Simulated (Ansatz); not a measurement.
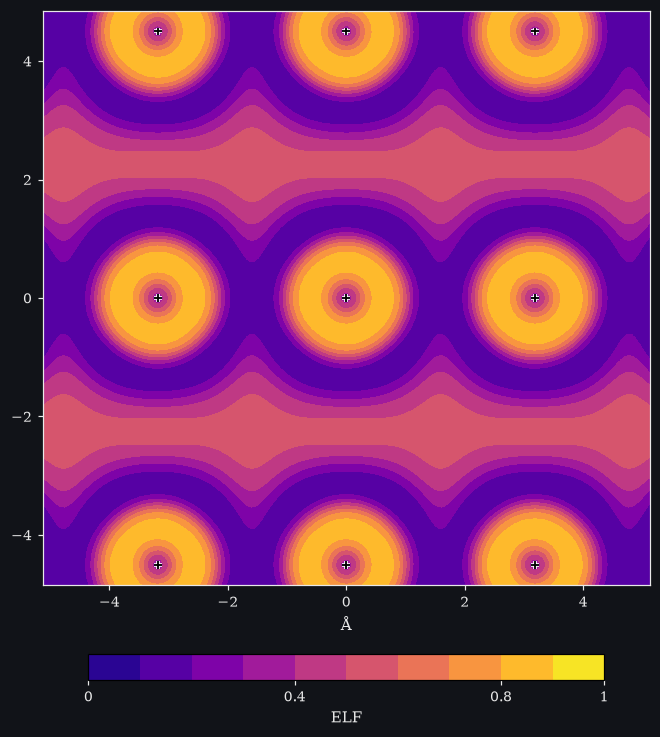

The ELF on a plane through atoms (crosses mark nuclei in the plane).

All numbers below come from DFT, BLYP, plane waves (420 eV) with PAW, scalar-relativistic in Ansatz 0.2.0.

Candidates:
A. Y, a = 3.18 Å, b = 3.18 Å, c = 3.18 Å, α = 90.00°, β = 90.00°, γ = 90.00°. Space group Pm-3m; set up as Y, simple cubic; a generated structure, not necessarily the stable one; changed on purpose from its base cell (volume × 0.88); computed pressure about 4 GPa in this cell; computed without spin polarisation.
B. Rh, a = 5.76 Å, b = 5.76 Å, c = 5.76 Å, α = 90.00°, β = 90.00°, γ = 90.00°. Space group Fd-3m; set up as Rh, diamond; a generated structure, not necessarily the stable one; changed on purpose from its base cell (volume × 1.08); computed pressure about −7 GPa in this cell; computed without spin polarisation.

Q: Which candidate gave the map?

A: Candidate A: Y on the (101) plane of the conventional cell, which holds Y. Y–Y (3.18 Å): the ELF is about 0.15 at the midpoint (no shared electron pair shows on this line).
